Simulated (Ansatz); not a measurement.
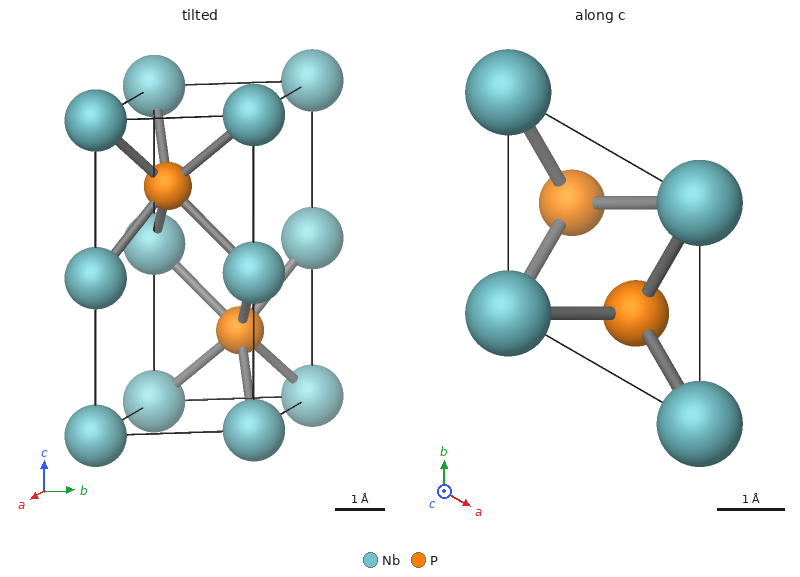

An orthographic ball-and-stick view of the structure, slightly off an axis and along the c axis. Lines trace the edges of the conventional unit cell.

NbP, nickel arsenide (NiAs) type, space group P6_3/mmc (No. 194), a = 3.316 Å, b = 3.316 Å, c = 6.716 Å, α = 90.00°, β = 90.00°, γ = 120.00°. Starting structure: a structure type filled with these elements by a generator (whether the compound takes this form wasn't checked). Earlier steps of the study, as a rule a relaxation of our own, may have changed the cell and positions, so they can lie some per cent off the listed ones. Ansatz was used for an electronic-structure calculation on it.

This one geometry was computed with Ansatz (DFT, plane waves, PAW) at four levels of theory: r2SCAN, LDA, PBE with spin-orbit coupling and PBEsol.

Question: Which level gives the highest pressure at this volume, and what does that say about its equilibrium volume?

Answer: Highest: PBE with spin-orbit coupling (0.0 GPa), which points to the largest equilibrium volume. Lowest, with the smallest volume: LDA (-8.4 GPa). Levels within 0.5 GPa of each other can't be told apart.

Question: How does the band gap change with the level of theory?

Answer: All levels give a metal.

Question: Collect the results in a table.

Answer:
| level | cutoff (eV) | k-mesh of the run's cell | gap (eV) | pressure (GPa) |
| --- | --- | --- | --- | --- |
| r2SCAN | 500 | 10×10×8 | metal | -0.6 |
| LDA | 420 | 10×10×8 | metal | -8.4 |
| PBE with spin-orbit coupling | 420 | 10×10×8 | metal | 0.0 |
| PBEsol | 420 | 10×10×8 | metal | -5.4 |

Gaps are taken on the k-mesh or band path of each run.
